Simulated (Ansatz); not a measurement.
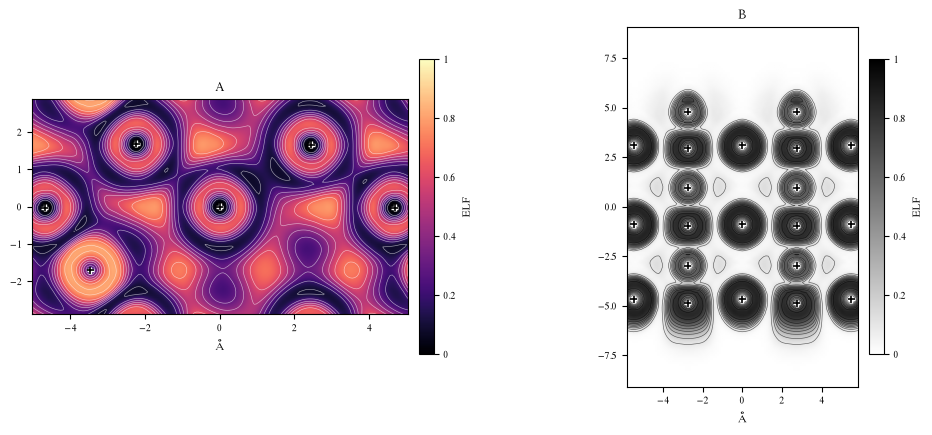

The electron localisation function of 2 systems, each on a plane through atoms (crosses mark nuclei in the plane).

The calculation used Ansatz, DFT PBEsol, scalar-relativistic, plane waves, PAW.

System 1: Ti6O, the (11̄0) plane of the conventional cell. Space group P-31c; computed without spin polarisation.

System 2: SrTiO3 (slab), the (010) plane of the calculation cell, a cut from vacuum to vacuum. Computed without spin polarisation.

```yaml
crystal:
  lattice:
    - [5.48709, 0.00000, 0.00000]
    - [0.00000, 5.48709, 0.00000]
    - [0.00000, 0.00000, 24.76078]
  atoms:
    - { symbol: Sr, position: [0.50000, 0.00000, 0.31052] }
    - { symbol: Sr, position: [0.00000, 0.50000, 0.31052] }
    - { symbol: O, position: [0.00000, 0.00000, 0.30214] }
    - { symbol: O, position: [0.50000, 0.50000, 0.30214] }
    - { symbol: Ti, position: [0.50000, 0.50000, 0.37889] }
    - { symbol: Ti, position: [0.00000, 0.00000, 0.37889] }
    - { symbol: O, position: [0.77098, 0.72902, 0.38092] }
    - { symbol: O, position: [0.27098, 0.77098, 0.38092] }
    - { symbol: O, position: [0.22902, 0.27098, 0.38092] }
    - { symbol: O, position: [0.72902, 0.22902, 0.38092] }
    - { symbol: Sr, position: [0.00000, 0.50000, 0.46313] }
    - { symbol: Sr, position: [0.50000, 0.00000, 0.46313] }
    - { symbol: O, position: [0.50000, 0.50000, 0.46028] }
    - { symbol: O, position: [0.00000, 0.00000, 0.46028] }
    - { symbol: Ti, position: [0.00000, 0.00000, 0.53777] }
    - { symbol: Ti, position: [0.50000, 0.50000, 0.53777] }
    - { symbol: O, position: [0.27156, 0.22844, 0.53895] }
    - { symbol: O, position: [0.77156, 0.27156, 0.53895] }
    - { symbol: O, position: [0.72844, 0.77156, 0.53895] }
    - { symbol: O, position: [0.22844, 0.72844, 0.53895] }
    - { symbol: Sr, position: [0.50000, 0.00000, 0.62397] }
    - { symbol: Sr, position: [0.00000, 0.50000, 0.62397] }
    - { symbol: O, position: [0.00000, 0.00000, 0.61809] }
    - { symbol: O, position: [0.50000, 0.50000, 0.61809] }
    - { symbol: Ti, position: [0.50000, 0.50000, 0.69210] }
    - { symbol: Ti, position: [0.00000, 0.00000, 0.69210] }
    - { symbol: O, position: [0.75146, 0.74854, 0.69581] }
    - { symbol: O, position: [0.25146, 0.75146, 0.69581] }
    - { symbol: O, position: [0.24854, 0.25146, 0.69581] }
    - { symbol: O, position: [0.74854, 0.24854, 0.69581] }
```

### Match each panel to its system.

Panel A is system 1, Ti6O: the plane holds Ti and O. Ti–O (2.07 Å): the ELF peaks at about 0.80 in the valence shell of O, 0.6 Å from its nucleus, and is about 0.15 at the midpoint; no localised pair shows between them. Panel B is system 2, SrTiO3: the plane holds Sr, O and Ti. Ti–O (1.83 Å): the ELF peaks at about 0.80 in the valence shell of O, 0.5 Å from its nucleus, and is about 0.30 at the midpoint: no localised pair shows between them.
